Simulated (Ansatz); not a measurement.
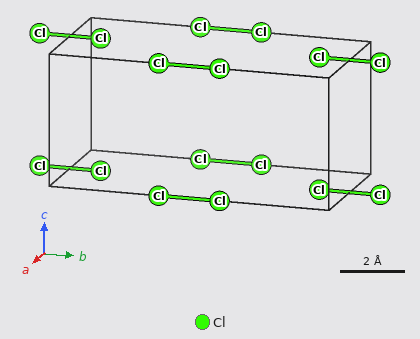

*The structure as given in the input (ball-and-stick view of the cell 2 times as large as that of the calculation, set on its symmetry axes, seen slightly off an axis). An atom can appear more than once, as a periodic image.*

**Run report: Cl, band-structure calculation**

- system: Cl (Cmmm, 2 atoms in the cell)
- method: DFT PBE, scalar-relativistic, plane waves, PAW, no spin polarisation (Ansatz 0.2.0)

The structure was made by a generator, so it may or may not be a known phase.

## The input
```yaml
crystal:
  lattice:
    - [2.1901427851, -4.6193407658, 0.0]
    - [2.1901427851, 4.6193407658, 0.0]
    - [0.0, 0.0, 4.333554601]
  atoms:
    - { symbol: Cl, position: [0.6089612639, 0.3910387361, 0.0] }
    - { symbol: Cl, position: [0.3910387361, 0.6089612639, 0.0] }
basis:
  ecutwfc: 420
kpoints:
  mp_grid: { grid: [8, 8, 6] }
  band_path:
    path:
      - [[0.0, 0.0, 0.0], [-0.5, 0.5, 0.0], [-0.30619852, 0.69380148, 0.0]]
      - [[0.30619852, 0.30619852, 0.0], [0.0, 0.0, 0.0], [0.0, 0.0, 0.5], [0.30619852, 0.30619852, 0.5]]
      - [[-0.30619852, 0.69380148, 0.5], [-0.5, 0.5, 0.5], [-0.5, 0.5, 0.0]]
      - [[0.0, 0.0, 0.0], [0.0, 0.5, 0.0], [0.0, 0.5, 0.5], [0.0, 0.0, 0.5], [-0.5, 0.5, 0.5]]
    npoints: 14
hamiltonian:
  xc: pbe
scf:
  occupations: { method: gaussian, width: 0.02 }
  n_extra_bands: 6
output:
  forces: true
  stress: true
  eigenvalues: true
  populations: true
  dos: { projected: true, de: 0.02, nscf_kmesh: { grid: [12, 12, 9] } }
  bader: true
  write_density: true
  write_potential: true
  elf: true
  volumetric_format: npy
```

Hardware: 1 thread of Intel Xeon @ 2.50GHz (Skylake/Cascade Lake), 189 GiB of memory available, shared host.

Command:
```bash
ansatz run input.yaml --threads 1 --pin off --max-ram 2560MiB --backend cpu --events-out ev --progress --plain --runs-dir out
```

## Log
```
scf.n_extra_bands = 6 over 7 filled bands (N_el = 14.0): the run solves 13 bands
Engine: ansatz 0.2.0, x86_64-unknown-linux-gnu
Pseudopotentials: kind: paw
Pseudopotential: Cl, paw, valence charge 7, recommended cutoff 420 eV (normal), Cl.paw.azcp
Functional definition: PBE
  parameter kappa = 0.804
  parameter beta = 0.06672455060314922
  exchange = pbe_x(kappa = kappa, mu = beta*pi^2/3)
  correlation = pbe_c(beta = beta)
Crystal: 2 atoms, lattice volume = 87.685 Å³
Basis set: ecut = 420 eV, 1743 PW (Γ), exchange–correlation on 72×72×60 points (8 copies of the dense FFT grid, shifted against one another)
Bands: 13, of which v1, the nominal top of the filled ones, is band 7 counted from 1 (6 counted from 0)
Symmetry: 8 space group operations
Space group: Cmmm (ITA 65), of the structure as read, at distance tolerance 4.4e-5 Å
k-points: 84 of 384
Non-local potential: Cl, projectors of the file, l = 0: 2, l = 1: 2, l = 2: 2
PAW form: soft (Blöchl's): semilocal exchange-correlation on the pseudo side does not see the compensation charge
PAW one-centre angular grid: Cl, 110 points (default); XC on 64 Gauss nodes
Initial density: superposition of atomic densities (neutral atoms: chi_scale 0, normalization atom), corrected by the library's trained network
Initial wavefunctions: pseudopotential atomic-orbital guess
Functional: x = pbe(κ = 0.804, μ = 0.2195149727645171), c = pbe(β = 0.06672455060314922)
SCF iter   1: F=—  HF=-2158.958103 eV  |F-HF|=—  |Δ(HF+E_count)|=         —  Δρ=1.46e-3  dr2=1.96e-3  ethr=1.77e-3  ⟨swp⟩=6.3  Hψ=7695  notcnv=0  defer=1
preconditioner: auto → none  [insulator: Δε(μ)=1.805 eV  Ē_g=14.226 eV  σ=0.020 eV  W_gap=1.00  n_scr=12 (ndim 8)  ℏωp=14.8 eV  f_vac=0.313  D(μ)=0.00/eV (n_scr^D=0)  ε∞_Penn≈2.1]
SCF iter   2: F=—  HF=-2158.957792 eV  |F-HF|=—  |Δ(HF+E_count)|=   3.11e-4  Δρ=6.51e-4  dr2=2.26e-4  ethr=1.40e-5  ⟨swp⟩=2.1  Hψ=2613  notcnv=0  defer=138
SCF iter   3: F=—  HF=-2158.957688 eV  |F-HF|=—  |Δ(HF+E_count)|=   1.04e-4  Δρ=2.90e-4  dr2=5.69e-5  ethr=1.61e-6  ⟨swp⟩=2.0  Hψ=1669  notcnv=0  defer=138
SCF iter   4: F=—  HF=-2158.957614 eV  |F-HF|=—  |Δ(HF+E_count)|=   7.44e-5  Δρ=1.16e-4  dr2=4.24e-6  ethr=4.06e-7  ⟨swp⟩=2.0  Hψ=1429  notcnv=0  defer=138
SCF iter   5: F=—  HF=-2158.957607 eV  |F-HF|=—  |Δ(HF+E_count)|=   6.82e-6  Δρ=2.07e-5  dr2=1.57e-7  ethr=3.03e-8  ⟨swp⟩=2.2  Hψ=1560  notcnv=0  defer=138
SCF iter   6: F=-2158.957607 eV  HF=-2158.957607 eV  |F-HF|=3.50e-9  |Δ(HF+E_count)|=   9.07e-8  Δρ=3.45e-6  dr2=2.85e-9  ethr=7.14e-10  ⟨swp⟩=12.0  Hψ=7487  notcnv=0
SCF 1 converged in 6 iterations: F = -2158.957607 eV  dr2 = 2.85e-9
  greatest PAW one-centre occupation: 0.912 electrons in one spin orbital (limit 2), on the Cl atom at site 1 (counted from 0), in its partial waves of l = 0
```

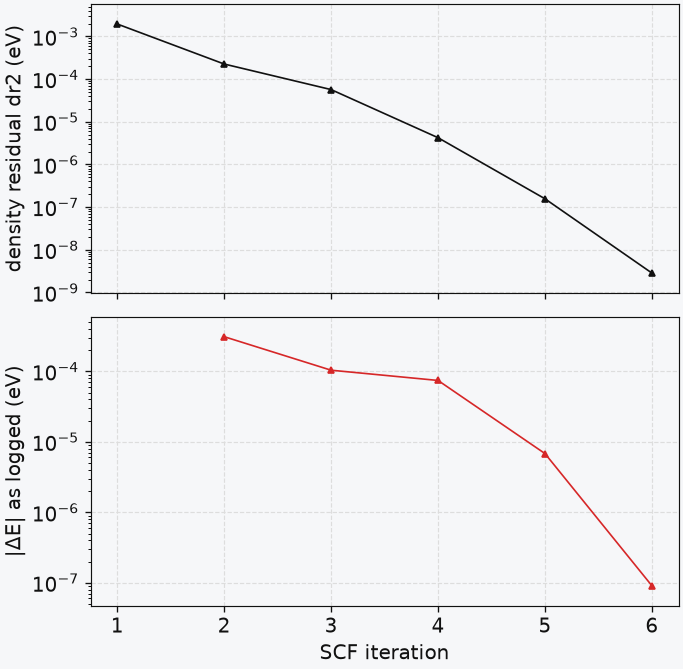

*Convergence of the self-consistent field: density residual dr2 and size of the energy change against the SCF iteration.*

The residual falls at every step.

```
NSCF: frozen V_eff on 158 k-points
NSCF: frozen V_eff on 215 k-points
WARN: The input density's exchange-correlation potential varies sharply where the density is thin. Do not read a vacuum level from v_tot or v_xc, or from such a field of the output density. On a cell that repeats whose density bears no net charge and no dipole along the vacuum's axis use v_es (v_loc + v_h of the components); under efield.dipole_correction with no amplitude use v_es + v_field, which holds any external_charges[].barrier, or the levels of the report's work_function block, which leave it out; under a non-zero efield.amplitude the vacuum is tilted and has no level; on a cell that repeats and bears such a dipole with no correction it is tilted too, and efield.dipole_correction with no amplitude gives each side of its ramp a level where efield: is served; in a cell that repeats whose density bears a net charge (total_charge, or a fill off its count) it is curved and has none; of a slab under crystal.periodic whose density bears no net charge use v_es, which has a level on each side, short of where the two are joined; of another it falls or rises all the way out and has none; of a slab beside external_charges read slab_vacuum_level instead, which it has where they leave it neutral. The grid or the basis barely resolves most such structure, and the values can differ between equally converged runs; as a rule a tighter scf.convergence.dr2_threshold does not remove it. Where the density itself ripples (under the LDA too) a higher basis.ecutwfc lessens it. The files hold the spikes' plane waves up to the density's cutoff. Files: v_tot and the like, and their columns of v_z.tsv (output.write_potential); v_xc and the like, and their columns of v_comp_z.tsv (output.write_potential_components); where files of the output density stand in their place, no point of their own thin density is over the threshold below, and this is of outcome.potential() and, of a run that writes arrays (npy), the arrays of these names. Measured: with its Gaussian average of σ = 0.25 Å subtracted twice, the exchange-correlation potential is over 0.1 eV at 181 of the grid points where the equally averaged density (valence and model cores) is under 1e-3 e/Å³, and 1.65 eV at the most among them, at an averaged density of 7.2e-4 e/Å³. See output.write_potential in the manual, Limitations
SCF converged after 6 iterations
Free energy (F): -2158.957607 eV
Harris-Foulkes:  -2158.957607 eV  (|F-HF|=3.50e-9)
Internal energy: -2158.957607 eV  (E = F + TS)
E sigma→0 (E₀):  -2158.957607 eV
Fermi energy:    -1.040283 eV
--- Per-component energies (eV) ---
  E_band       = -110.277450
  E_kinetic    = 318.967215
  E_local      = -768.494372  (includes V_loc(G=0)·N_el)
  E_nonlocal   = 57.303022
  E_hartree    = 258.011809
  E_xc         = -211.980949
  E_vxc        = -240.916319  (∫ρ·V_xc dr)
  E_paw        = -1317.982142  (= ΣΔE_a)
  E_vpaw       = 6.839642  (= ΣTr[D̂ρ^β])
  E_aug_tail   = 0.000184  (compensation charges beyond the density's cutoff)
  E_ewald      = -494.782373
  E_smearing   = -0.000000  (= −TS)
  E_closure    = -0.000000  (closes the sum)
  Σ components = -2158.957607   (vs F -2158.957607, Δ=0.00e0)
--- Forces (eV/Å), atoms counted from 1 ---
  atom   1  Cl    -0.00000000    -0.00083199     0.00000000
  atom   2  Cl     0.00000000     0.00083199    -0.00000000
  max |Σ_I F_I| component: 1.08e-19 eV/Å
--- Stress (GPa, compression-positive) ---
       -0.010552      -0.000000      -0.000000
       -0.000000      -0.005225       0.000000
       -0.000000       0.000000       0.021095
  P = ⅓ Tr σ = 0.0018 GPa (0.018 kbar)
--- Band table (eV; the first three rows and the last of 84) ---
  k-point 0: bands = ["-18.6318", "-14.2917", "-7.5608", "-4.9110", "-4.6933", "-2.7639", "-2.0992", "1.0801", "3.6738", "7.1023", "8.5772", "8.9946", "9.1803"]
  k-point 1: bands = ["-18.6259", "-14.2859", "-7.5502", "-5.0323", "-4.6842", "-2.7533", "-2.1711", "1.0886", "4.0476", "7.1448", "7.9891", "9.1576", "9.8260"]
  k-point 2: bands = ["-18.6141", "-14.2743", "-7.5285", "-5.2598", "-4.6659", "-2.7321", "-2.3100", "1.1055", "4.9278", "6.6921", "7.9808", "9.5641", "9.6988"]
  k-point 83: bands = ["-18.4914", "-14.6830", "-6.5548", "-5.1141", "-5.0478", "-2.9030", "-1.9418", "-0.0502", "5.6071", "7.2861", "7.3092", "8.2673", "8.3059"]
--- Löwdin populations: 2 sites ---
  site symbol       q [e]
     0     Cl      6.9546
     1     Cl      6.9546
  spilling = 0.006489 (of n_electrons = 14.000000)
--- Bader charges: 2 sites ---
  site symbol  charge [e]  shift [e]
     0     Cl      0.0000     0.0000
     1     Cl      0.0000     0.0000
  estimated error of the sums over rays = 4.8e-5 e
```

## File populations.tsv
```
# site	symbol	l	j	q
# orbitals = lowdin
# n_electrons = 14.000000
# spilling = 0.006489
0	Cl	0_3S	-	1.938831
0	Cl	1_3P	-	5.015749
1	Cl	0_3S	-	1.938831
1	Cl	1_3P	-	5.015749
```

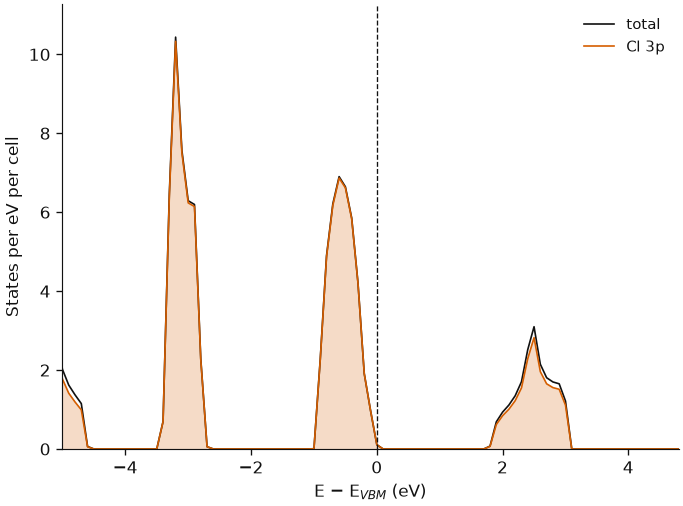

*Density of states (projected on Löwdin-orthogonalised atomic shells), with energies from the valence-band top.*

There is a gap of 1.80 eV on the k-point mesh.

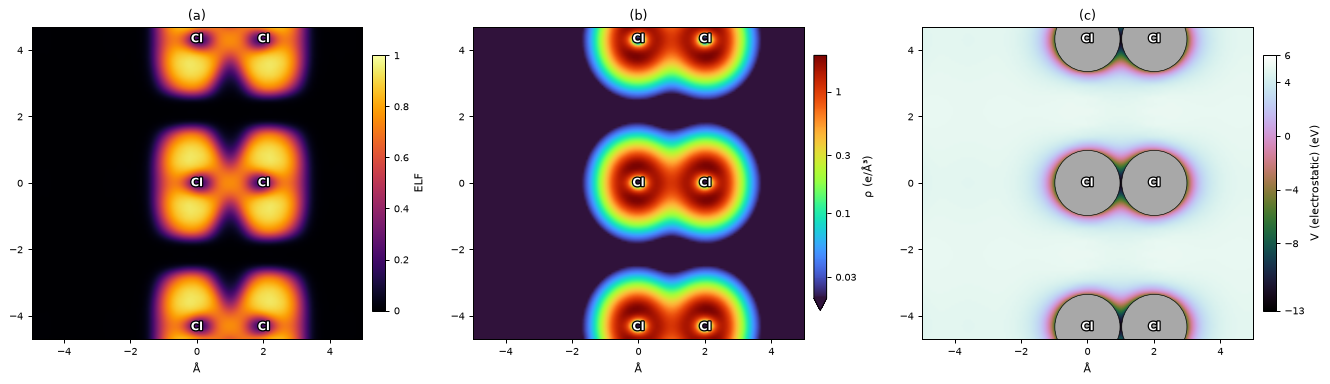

*(a) electron localisation function; (b) valence pseudo-density; (c) electrostatic potential (local pseudopotential plus Hartree) felt by an electron on the (100) plane of the conventional cell. Grey discs, where drawn, cover atomic cores.*

Cl–Cl (2.01 Å): ρ is about 1.1 e/Å³ halfway; the ELF peaks at about 0.75 between the atoms, which marks localised, shared-pair bonding. The density dies away to nearly zero in the voids. Outside the cores the potential energy rises away from the atoms and is highest about 2.2 Å from the nearest atoms; outside the discs it spans about 17 eV, and its zero is arbitrary. Core electrons are frozen (PAW), so the fields are smoothed inside the atomic spheres.

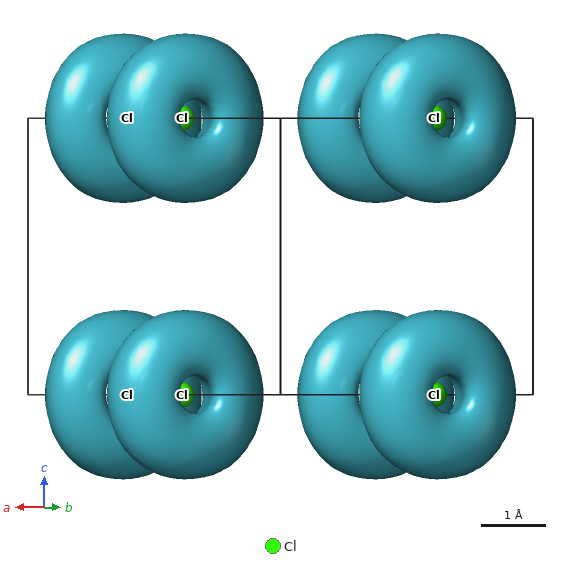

*Isosurface of the electron localisation function at 0.8 (cyan), seen along [110]. Core shells and regions of very low density are left out. Sticks mark near contacts. The outline is the cell set on symmetry axes.*

Values along the shortest contacts:

## Summary

| quantity | value |
| --- | --- |
| outcome | converged |
| space group (tolerance 0.01 Å) | Cmmm (65) |
| electrons treated | 14 |
| free energy | −2158.9576 eV |
| Fermi energy | −1.040 eV |
| gap on the k-point mesh | 1.80 eV |
| gap on the band path | 1.80 eV |
| pressure | 0.00 GPa |
| largest force (length of the vector) | 0.001 eV/Å |
| wall time | 59 s |
| peak memory | 0.43 GiB |

## Notes

The program warns: the exchange-correlation potential is rough where the density is thin.
